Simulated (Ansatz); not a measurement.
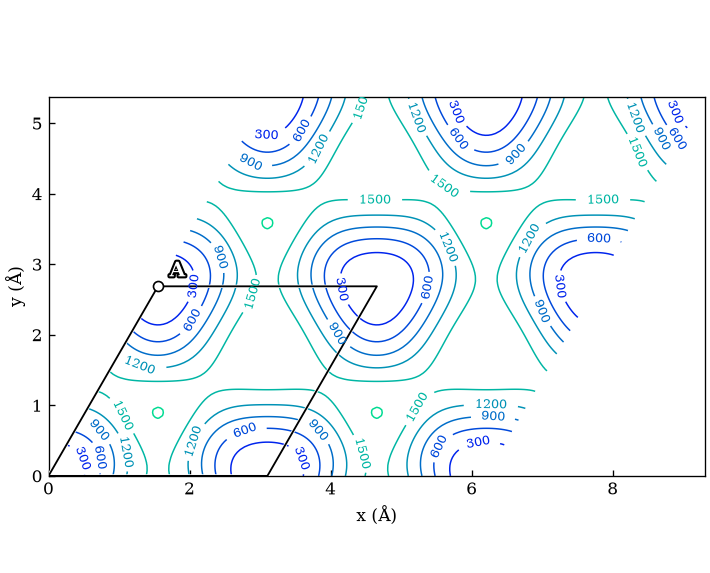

TaN (P6_3mc, No. 186; 8 atoms in the cell). Gamma surface: rigid slide across a plane, one fault a cell; the plane is (0 0 1) of the conventional cell, and the faces at the cut hold Ta and N. Places are given modulo a cell vector. The map is drawn in real space over the plane of the slide. Nothing is relaxed (rigid halves, spacing across the cut fixed). Grid: 12 × 12 points; 31 points were computed and 113 follow by symmetry. Energies are in mJ/m², from the lowest grid point. Theory: Ansatz 0.2.0, DFT LDA, scalar-relativistic, plane waves, PAW. Settings: cutoff 520 eV, k-mesh 14×14×4 in the order of the run's cell vectors, gaussian smearing 0.15 eV, no spin polarisation.

The picture shows contour lines labelled in mJ/m², the outline of one cell of the 2 × 2 shown, the point A. Between grid points the surface is interpolated.

Question: Find the lowest pass out of the well at A.

Answer: The easiest path leads from the well at (0/12, 0/12) of the cell vectors to its copy one period on. Its highest point lies about 1600 mJ/m² above the bottom of the first well on the interpolated surface, at about (0.48, 0.48) of the cell vectors. The start is the relaxed structure and all else is held, so a fully relaxed path at this level can only be lower.

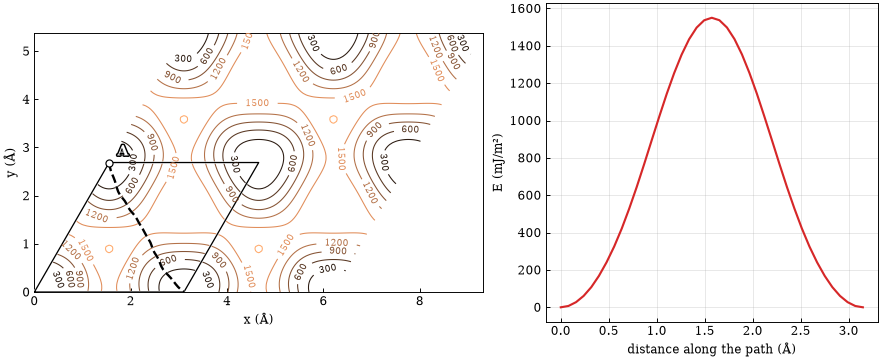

The picture shows contour lines labelled in mJ/m², a line along the lowest path, the outline of one cell of the 2 × 2 shown, the energy along the path at the right. Between grid points the surface is interpolated.
